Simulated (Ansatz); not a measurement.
```yaml
crystal:
  lattice:
    - [4.50085, 0.00000, 0.00000]
    - [-2.25043, 3.89785, 0.00000]
    - [0.00000, 0.00000, 2.71519]
  atoms:
    - { symbol: Al, position: [0.33333, 0.66667, 0.00000] }
    - { symbol: Al, position: [0.66667, 0.33333, 0.00000] }
```

Space group P6/mmm; a generated structure, not necessarily the stable one.

All numbers below come from Ansatz 0.2.0, Kohn-Sham DFT of a periodic cell, PBE with D3(BJ)-ATM, Ansatz PAW.

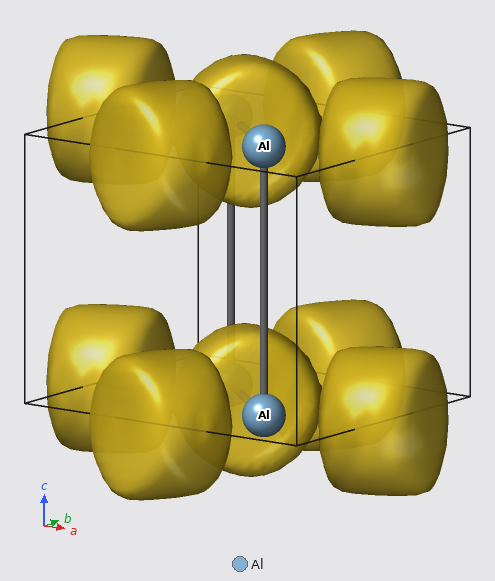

Al. Isosurface of the electron localisation function at 0.75 (yellow), seen slightly off an axis. Only the valence region is drawn (cores and ρ < 0.01 e/Å³ removed). Sticks mark near contacts.

Core electrons are frozen (PAW), and the valence fields are smoothed inside the atomic spheres.

### Identify the bonds, lone pairs and shells in this picture.

The surface consists of three regions between bonded Al–Al atoms, counted in one cell of 2 atoms. Regions shared between cells count once. Along the contacts the grid gives the following. Al–Al (2.60 Å): the ELF peaks at about 0.90 between the atoms. Al–Al (2.72 Å): the ELF peaks at about 0.70 between the atoms.

### Does the calculation give a band gap?

It is gapless in this calculation (a metal or semimetal).
